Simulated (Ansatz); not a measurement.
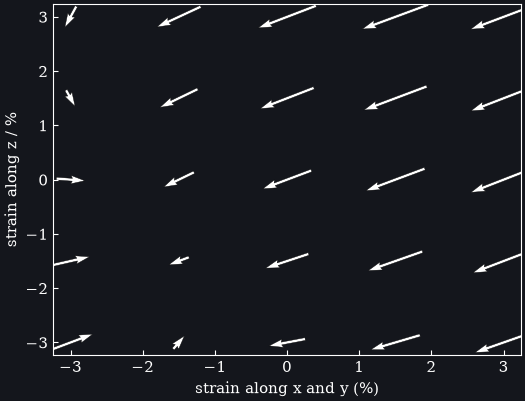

AgCl (Fm-3m, No. 225; 2 atoms in the cell). 
- The cell is strained homogeneously, by one strain along x and y and another along z, with fractional coordinates fixed (x, y and z along the cube axes).
- The first coordinate is: strain along x and y; the second: strain along z.
- The grid has 5 × 5 points.
- Points are written as (first, second).
- The reference cell is the one listed in the database, not relaxed at this level.
- Computed with DFT PBEsol, scalar-relativistic, plane waves, PAW (Ansatz 0.2.0). Settings: cutoff 420 eV, k-mesh 8×8×8, gaussian smearing 0.05 eV, no spin polarisation.

Drawn: arrows along the force (downhill), their lengths compressed.

Q: The arrows alone are given. Where is the energy lowest?

A: The arrows converge at about (−1.8 %, −1.8 %) (read from the interpolated surface).

The energy map of the same scan:

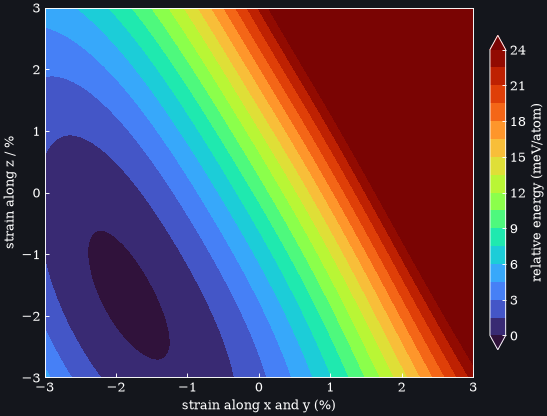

Energies are in meV/atom, from the lowest grid point; between grid points the surface is interpolated.
